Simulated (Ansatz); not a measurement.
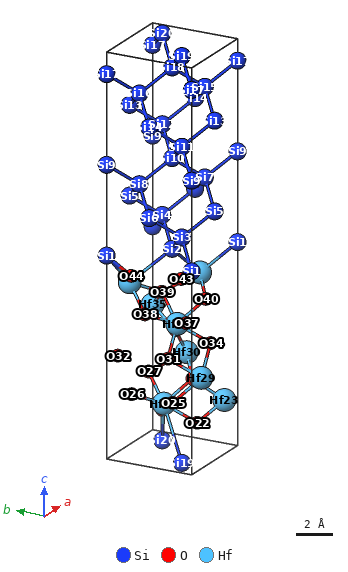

This is the input geometry for a relaxation of an interface cell of composition Hf₂Si₅O₄. A ball-and-stick model of the cell of the calculation (origin shifted), seen from a free direction.

Case: film shifted by (0, 0) in the plane.

Computed with DFT PBE, scalar-relativistic, plane waves, PAW in Ansatz.

Input file:
```yaml
crystal:
  lattice:
    - [5.4700937548, 0.0, 0.0]
    - [0.0, 5.4700937548, 0.0]
    - [0.0, 0.0, 24.5361175095]
  atoms:
    - { symbol: Si, position: [0.25, 0.25, 0.0203781222] }
    - { symbol: Si, position: [-0.25, 0.75, 0.0203781222] }
    - { symbol: Si, position: [-0.5, 0.5, 0.0761132416] }
    - { symbol: Si, position: [0.0, 0.0, 0.0761132416] }
    - { symbol: Si, position: [-0.25, 0.25, 0.1318483609] }
    - { symbol: Si, position: [-0.75, 0.75, 0.1318483609] }
    - { symbol: Si, position: [-1.0, 0.5, 0.1875834803] }
    - { symbol: Si, position: [-0.5, 0.0, 0.1875834803] }
    - { symbol: Si, position: [-0.75, 0.25, 0.2433185997] }
    - { symbol: Si, position: [-1.25, 0.75, 0.2433185997] }
    - { symbol: Si, position: [-1.5, 0.5, 0.2990537191] }
    - { symbol: Si, position: [-1.0, 0.0, 0.2990537191] }
    - { symbol: Si, position: [-1.25, 0.25, 0.3547888385] }
    - { symbol: Si, position: [-1.75, 0.75, 0.3547888385] }
    - { symbol: Si, position: [-2.0, 0.5, 0.4105239579] }
    - { symbol: Si, position: [-1.5, 0.0, 0.4105239579] }
    - { symbol: Si, position: [-1.75, 0.25, 0.4662590773] }
    - { symbol: Si, position: [-2.25, 0.75, 0.4662590773] }
    - { symbol: Si, position: [-2.5, 0.5, 0.5219941967] }
    - { symbol: Si, position: [-2.0, 0.0, 0.5219941967] }
    - { symbol: O, position: [-2.0, 0.0, 0.5965781238] }
    - { symbol: O, position: [-2.1661529747, 0.5, 0.5965781238] }
    - { symbol: Hf, position: [-1.8867557761, 0.3319505331, 0.6390154304] }
    - { symbol: Hf, position: [-2.2793971986, -0.1680494669, 0.6390154304] }
    - { symbol: O, position: [-1.5968568048, 0.5544653733, 0.6744902286] }
    - { symbol: O, position: [-1.5692961699, 0.0544653733, 0.6744902286] }
    - { symbol: O, position: [-2.0968568048, 0.1098118331, 0.6939554351] }
    - { symbol: O, position: [-2.0692961699, -0.3901881669, 0.6939554351] }
    - { symbol: Hf, position: [-1.3867557761, 0.3323266733, 0.7294302333] }
    - { symbol: Hf, position: [-1.7793971986, -0.1676733267, 0.7294302333] }
    - { symbol: O, position: [-1.5, -0.3357227936, 0.77186754] }
    - { symbol: O, position: [-1.6661529747, 0.1642772064, 0.77186754] }
    - { symbol: O, position: [-2.0, -0.1572861593, 0.7986265874] }
    - { symbol: O, position: [-2.1661529747, 0.3427138407, 0.7986265874] }
    - { symbol: Hf, position: [-1.8867557761, 0.1746643738, 0.8410638941] }
    - { symbol: Hf, position: [-2.2793971986, -0.3253356262, 0.8410638941] }
    - { symbol: O, position: [-1.5968568048, 0.397179214, 0.8765386923] }
    - { symbol: O, position: [-1.5692961699, -0.102820786, 0.8765386923] }
    - { symbol: O, position: [-2.0968568048, -0.0474743262, 0.8960038988] }
    - { symbol: O, position: [-2.0692961699, -0.5474743262, 0.8960038988] }
    - { symbol: Hf, position: [-1.3867557761, 0.175040514, 0.931478697] }
    - { symbol: Hf, position: [-1.7793971986, -0.324959486, 0.931478697] }
    - { symbol: O, position: [-1.5, -0.4930089529, 0.9739160036] }
    - { symbol: O, position: [-1.6661529747, 0.0069910471, 0.9739160036] }
basis:
  ecutwfc: 420
kpoints:
  mp_grid: { grid: [5, 5, 1] }
hamiltonian:
  xc: pbe
scf:
  occupations: { method: gaussian, width: 0.05 }
output:
  forces: true
  stress: true
  eigenvalues: true
  populations: true
  write_density: true
  write_potential: true
  elf: true
  volumetric_format: npy
relax:
  adjacent_minimum: "off"
  f_tol: 0.02
  max_steps: 70
  cell: { fix: [a, b, gamma, alpha, beta], stress_tol: 0.15 }
```

Command:
```bash
ansatz run input.yaml --threads 8 --pin off --max-ram 20480MiB --backend cpu --events-out ev --progress --plain --runs-dir out
```

Q: Predict the outcome.

A: Over 13 accepted moves (16 points after the start) the energy falls by 4.974 eV per cell of the calculation. The largest force component goes from 2.1 to 0.011 eV/Å. The pressure goes from −4.64 to −4.04 GPa. The line search rejected the trial steps at points 11, 13 of the run. The SCF was repeated once at an unchanged geometry on a basis and grid sized afresh for the cell, which shifted the energy by 10.8 meV per cell of the calculation at most. The atom that moves furthest relative to the cell is Si2 (1.32 Å roughly along [1 −1 0]). By element the largest moves are Si 1.32 Å, O 0.61 Å, Hf 0.59 Å. Cell: a = b unchanged at 5.470 Å, c 24.536 → 24.329 Å (−0.8 %). Volume −0.8 %. Some distances before and after: Si2–Hf41 3.275 → 4.921 Å, Si19–Si20 3.868 → 2.418 Å, Si1–Si2 3.868 → 2.512 Å, Si2–Hf42 3.649 → 4.910 Å. Bonds break: Si2–Hf41 (3.27 → 4.92 Å). Among the angles between lasting bonds that change: Si18–Si20–Hf23 152.5° → 129.7°, Si18–Si20–O21 125.3° → 105.2°, Si1–O44–Hf41 100.3° → 119.5°. Cost: 8.9 min on 8 threads of Intel(R) Xeon(R) 6975P-C (Granite Rapids), with other jobs on the host, peak memory 6.6 GiB.

Step by step:

| step | E − E(0), meV/atom | largest force component, eV/Å | pressure, GPa | volume, Å³/atom | note |
| --- | --- | --- | --- | --- | --- |
| 0 | 0.00 | 2.0602 | -4.64 | 16.686 |  |
| 1 | -34.88 | 1.2652 | -4.43 | 16.609 |  |
| 2 | -52.15 | 0.9321 | -4.29 | 16.597 |  |
| 3 | -67.92 | 0.8491 | -4.33 | 16.606 |  |
| 4 | -81.76 | 1.0328 | -4.44 | 16.609 |  |
| 5 | -92.12 | 0.7056 | -4.44 | 16.595 |  |
| 6 | -98.60 | 0.6091 | -4.31 | 16.576 |  |
| 7 | -104.23 | 0.6992 | -4.13 | 16.559 |  |
| 8 | -108.71 | 0.5045 | -4.06 | 16.544 |  |
| 9 | -112.16 | 0.4042 | -3.88 | 16.521 |  |
| 10 | -112.99 | 0.2682 | -3.92 | 16.527 |  |
| 11 | -112.12 | 0.3685 | -3.86 | 16.567 | rejected |
| 12 | -113.14 | 0.1458 | -4.09 | 16.557 |  |
| 13 | -113.05 | 0.2216 | -4.06 | 16.539 | rejected |
| 14 | -113.27 | 0.0481 | -4.00 | 16.543 |  |
| 15 | -113.28 | 0.0108 | -4.01 | 16.545 |  |
| 16 | -113.03 | 0.0105 | -4.04 | 16.545 | same geometry, new basis |

After the run, drawn alike:

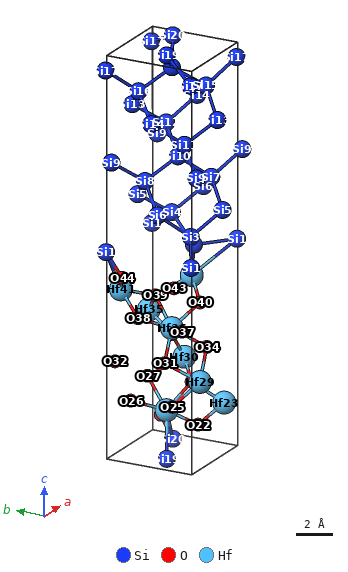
